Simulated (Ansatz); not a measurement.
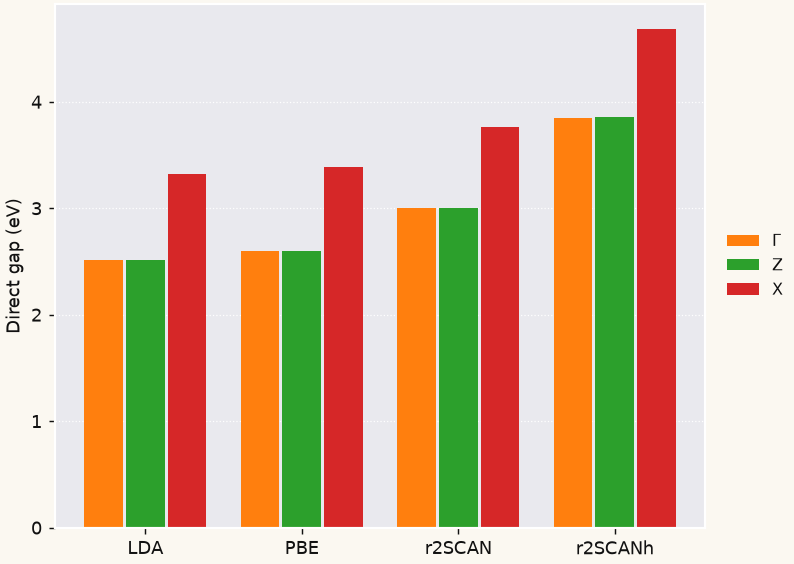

Direct gap at each named k point, by several methods on one cell of anatase TiO₂, space group I4_1/amd, 6 atoms in the primitive cell, relaxed with r2SCAN; a = 3.778 Å, c = 9.583 Å (tetragonal axes). All runs are without spin-orbit coupling and carry no moments. In reduced coordinates of the cell that was run, Z is (0.5, 0.5, −0.5) and X is (−0.5, 0.5, 0). The cell is at 5 GPa in PBE. The smallest gap is indirect or lies off these points.

| method | program | Γ (eV) | Z (eV) | X (eV) |
| --- | --- | --- | --- | --- |
| LDA | Ansatz | 2.51 | 2.51 | 3.32 |
| PBE | Ansatz | 2.60 | 2.60 | 3.39 |
| r2SCAN | Ansatz | 3.00 | 3.00 | 3.76 |
| r2SCANh | Ansatz | 3.85 | 3.86 | 4.68 |

> What does HSE06 give? It was run as: HSE06, Ansatz PAW set, 6×6×6 k mesh, 420 eV cutoff, fixed occupations (Ansatz 0.2.0).

Exact exchange opens the gap over the semilocal values shown, the highest of which is 3.00 eV (r2SCAN) at Γ. HSE06 gives 4.12 eV at Γ, 4.15 eV at Z and 5.04 eV at X, which is +1.52 eV from PBE at Γ.

> Does HSE06 open these direct gaps by one amount over PBE?

The shifts are +1.52 eV at Γ, +1.55 eV at Z and +1.65 eV at X, and at points that aren't plotted +1.73 eV (N), +1.66 eV (P), +1.69 eV (Σ) and +1.65 eV (Y): over the named points that both runs hold, a spread of 0.21 eV on a mean of 1.64 eV, so one shift describes them only roughly.

> How do the methods rank at Γ?

From low to high: LDA 2.51, PBE 2.60, r2SCAN 3.00, r2SCANh 3.85, HSE06 4.12 eV.

Settings. LDA: Ansatz PAW set, 10×10×10 k mesh, 420 eV cutoff, fixed occupations (Ansatz). PBE: Ansatz PAW set, 10×10×10 k mesh, 420 eV cutoff, Fermi-Dirac smearing of 0.02 eV (Ansatz 0.2.0). r2SCAN: Ansatz PAW set, 10×10×10 k mesh, 500 eV cutoff, fixed occupations (Ansatz 0.2.0). r2SCANh: Ansatz PAW set, 6×6×6 k mesh, 500 eV cutoff, fixed occupations (Ansatz 0.2.0).

These are five of the 7 methods that were run on this cell. LDA, r2SCAN, r2SCANh and HSE06: the PAW data sets were made with another functional. LDA, GGA and most meta-GGA functionals understate gaps. Over all k points computed the smallest gap is 2.04 eV in LDA, 2.16 eV in PBE, 2.53 eV in r2SCAN, 3.37 eV in r2SCANh and 3.64 eV in HSE06, from the valence top at a point off the named ones to the conduction bottom at Γ. In reduced coordinates of the cell that was run, N is (0, 0.5, −0.5), P is (−0.25, 0.75, −0.25), Σ is (−0.289, 0.289, −0.289) and Y is (−0.5, 0.5, −0.078).
